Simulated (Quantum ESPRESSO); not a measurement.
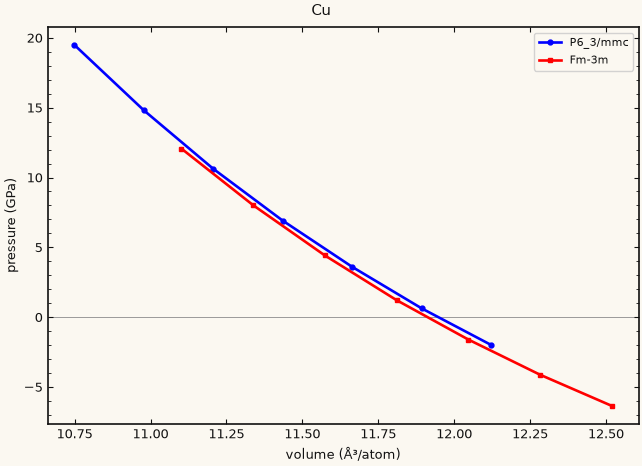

Figure. Pressure against volume, with one curve for each structure, for Cu.

Settings that differ: P6_3/mmc: k mesh 12×12×7; Fm-3m: k mesh 13×13×13.

The fitted equilibrium volumes, smallest first, are Fm-3m 11.953, P6_3/mmc 11.992 Å³/atom. The fitted bulk moduli, smallest first, are P6_3/mmc 139.9, Fm-3m 142.0 GPa. For P6_3/mmc, the pressure falls from 19.49 GPa at volume 10.75 Å³/atom to −1.99 GPa at 12.12 Å³/atom, and changes sign near 11.95 Å³/atom. For Fm-3m, the pressure falls from 12.07 GPa at volume 11.10 Å³/atom to −6.35 GPa at 12.52 Å³/atom, and changes sign near 11.91 Å³/atom.

How it was computed, with Quantum ESPRESSO 7.5: plane-wave DFT, no spin polarisation; energies at scaled volumes of the given cell, shape and fractions fixed, counted from the fit's minimum, third-order Birch-Murnaghan fit. Level: PBE.

```json
{"setting": "occupations", "value": "Fermi–Dirac"}
{"setting": "smearing width", "value": "0.05 eV"}
{"setting": "potentials", "value": "SSSP 1.3 efficiency PBE"}
{"setting": "wave cutoff", "value": "748.3 eV"}
{"setting": "density cutoff", "value": "5987 eV"}
```

Note: shape and atomic fractions are frozen while scaling, which makes layered, chain and framework solids too stiff.
